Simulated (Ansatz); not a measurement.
Consider AlN.

Input file:

```
crystal:
  lattice:
    - [0.0, -2.0353166207, -2.0353166207]
    - [0.0, 2.0353166207, -2.0353166207]
    - [4.0706332413, 0.0, 0.0]
  atoms:
    - { symbol: Al, position: [0.5008790776, 0.4991209224, 0.0] }
    - { symbol: Al, position: [-0.0008790776, 0.0008790776, 0.5] }
    - { symbol: "N", position: [0.5046675785, 0.4953324215, 0.5] }
    - { symbol: "N", position: [-0.0046675785, 1.0046675785, 0.0] }
basis:
  ecutwfc: 520.0
kpoints:
  mp_grid: { grid: [8, 8, 6] }
hamiltonian:
  xc: pbe
  pseudopotentials: { kind: paw }
scf:
  occupations: { method: gaussian, width: 0.05 }
output:
  forces: true
  stress: true
  eigenvalues: true
  write_density: true
  write_potential: true
  elf: true
  volumetric_format: npy
```

Command:

```sh
ansatz run input.yaml --threads 1 --pin off --max-ram 2048MiB --backend cpu --events-out ev --progress --plain --runs-dir out
```

Below, planes, directions and counts refer to the conventional cell (a = 4.07 Å, b = 4.07 Å, c = 4.07 Å, α = 90.00°, β = 90.00°, γ = 90.00°).

Space group Cmcm; a structure from a database of computed crystals, not necessarily the ambient phase.

These are results of DFT PBE, scalar-relativistic, plane waves, PAW (Ansatz 0.2.0), not measurements.

What will maps of the valence pseudo-density and electron localisation function show?

Al–N (2.04 Å): ρ at the midpoint is about 0.51 e/Å³; the ELF peaks at about 0.85 in the valence shell of N, 0.8 Å from its nucleus, and is about 0.80 at the midpoint.
Al–N (2.04 Å): the density is about 0.51 e/Å³ at the midpoint; the ELF peaks at about 0.85 in the valence shell of N, 0.8 Å from its nucleus, and is about 0.80 at the midpoint.

Metal or insulator at this level of theory?

It is gapped, with a Kohn–Sham gap of 4.4 eV on the k-point mesh (the band edges may lie off the mesh, which would make the gap smaller).

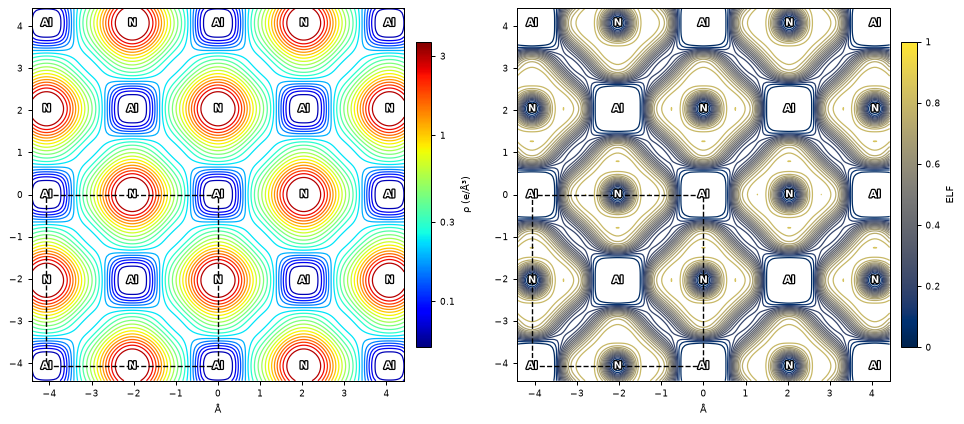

Computed valence pseudo-density and electron localisation function on the (010) plane of the conventional cell, in this order. 

Core electrons are frozen (PAW), and the valence fields are smoothed inside the atomic spheres.
